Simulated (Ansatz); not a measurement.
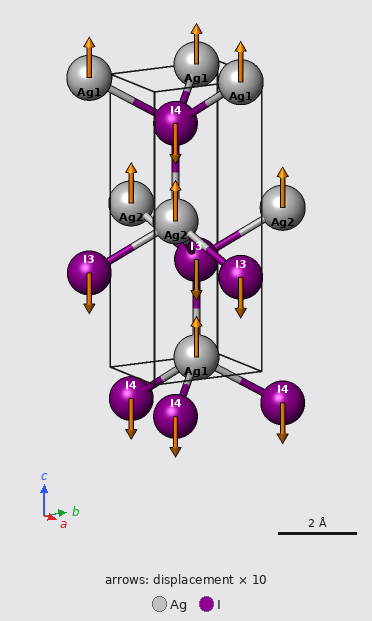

This is a relaxation of a crystal of AgI (set up in P6_3mc). The starting structure is drawn; orange arrows show the displacements (the part carried along by the change of the cell is left out), 10 times their true length.

The picture is a ball-and-stick view of the cell of the calculation, seen slightly off an axis.

Case: relaxed at 15 GPa.

Theory: DFT r2SCAN, scalar-relativistic, plane waves, PAW in Ansatz.

Input file:
```yaml
crystal:
  lattice:
    - [4.0402429886, 0.0, 0.0]
    - [-2.0201214943, 3.4989530656, 0.0]
    - [0.0, 0.0, 7.6557335561]
  atoms:
    - { symbol: Ag, position: [0.3333333333, 0.6666666667, 0.0228865913] }
    - { symbol: Ag, position: [0.6666666667, 0.3333333333, 0.5228865913] }
    - { symbol: I, position: [0.3333333333, 0.6666666667, 0.3570134087] }
    - { symbol: I, position: [0.6666666667, 0.3333333333, 0.8570134087] }
basis:
  ecutwfc: 500
kpoints:
  mp_grid: { grid: [12, 12, 4] }
hamiltonian:
  xc: r2scan
scf:
  occupations: { method: gaussian, width: 0.02 }
output:
  forces: true
  stress: true
  eigenvalues: true
  write_density: true
  write_potential: true
  elf: true
  volumetric_format: npy
relax:
  adjacent_minimum: "off"
  f_tol: 0.008
  max_steps: 50
  cell: { stress_tol: 0.08, p_target: 15.0 }
```

Run as
```bash
ansatz run input.yaml --threads 1 --pin off --max-ram 2560MiB --backend cpu --events-out ev --progress --plain --runs-dir out
```

Q: What happened in the run?

A: The largest moves relative to the cell, 0.11 Å, are those of Ag1, Ag2, I3 and I4. I3 goes along −c. Largest moves by element: I 0.11 Å, Ag 0.11 Å. The drawn cell changes as follows: a = b 4.040 → 3.807 Å (−5.8 %), c 7.656 → 8.258 Å (+7.9 %); the volume changes by −4.2 %. Near-neighbour distances that change, for instance: Ag1–I4 2.656 → 2.711 Å, Ag1–I3 2.558 → 2.542 Å. Among the angles between lasting bonds that change: Ag2–I3–Ag2 99.0° → 89.2°, I4–Ag1–I4 99.0° → 89.2°, Ag1–I3–Ag2 118.6° → 125.8°. The space group stays P6_3mc (No. 186). Over 3 accepted moves (5 points after the start) the energy rises by 79.9 meV per atom. With the target pressure of 15 GPa, the enthalpy E + pV changes by −26.6 meV per atom. Largest force component: 0.063 eV/Å at the start, 0.00069 eV/Å at the end. Pressure: 14.47 GPa at the start and 15.02 GPa at the end. The line search rejected the trial step at point 3 of the run. At 1 point the geometry stayed and the basis and grid were re-selected for the new cell (energy shift of less than 0.05 meV per atom at most each time). The run took 5.8 min on 1 thread of Arm Neoverse V2, on a shared host, peak memory 0.68 GiB.
